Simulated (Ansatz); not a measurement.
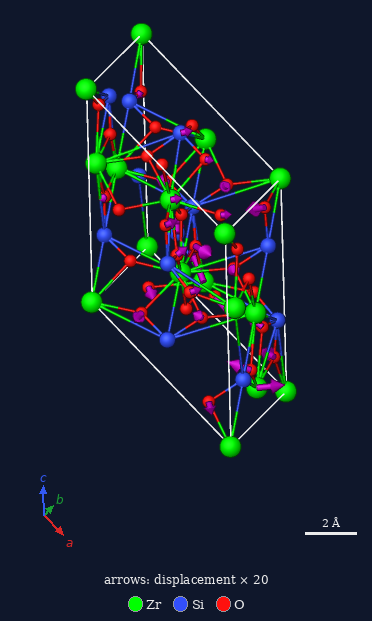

A relaxation of a defect cell of composition Zr₈Si₉O₃₁ (cell charge −2). The starting structure is drawn; purple arrows show the displacements, 20 times their true length.

The picture is a ball-and-stick view of the cell of the calculation, seen slightly off an axis.

Case: Si on a O site (h), charge -2, atoms relaxed at the host's cell.

Level of theory: DFT PBE, scalar-relativistic, plane waves, PAW in Ansatz. Settings: plane-wave cutoff 420 eV; k-point mesh 2 × 2 × 2; occupations gaussian; smearing width 0.01 eV; mesh shifted by (0.5, 0.5, 0.5); no spin polarisation; atoms relaxed in a fixed cell; force threshold 0.025 eV/Å; at most 45 steps.

> Describe the change and its energy.

The atom that moves furthest is a Zr atom (0.088 Å along [−2 1 1]). By element the largest moves are Zr 0.088 Å, O 0.068 Å, Si 0.040 Å. The cell doesn't change. Near-neighbour distances that change, for instance: Si–Zr 3.315 → 3.227 Å, O–Zr 2.277 → 2.346 Å, Si–Zr 2.911 → 2.977 Å, Si–Zr 3.593 → 3.655 Å. Bond angles that change, for instance: Zr–O–Si 147.5° → 142.0°, Zr–O–Zr 119.3° → 114.8°, Zr–O–Si 149.1° → 153.2°. The energy falls by 0.252 eV per cell of the calculation in 5 geometry steps. Largest force component: 1.8 eV/Å at the start, 0.014 eV/Å at the end. Cost: 2.2 min on 4 threads of Arm Neoverse V1 (shared host), peak memory 1.9 GiB.

Limits of the set-up: the cell is charged, on a uniform background, and energies carry no finite-size correction.
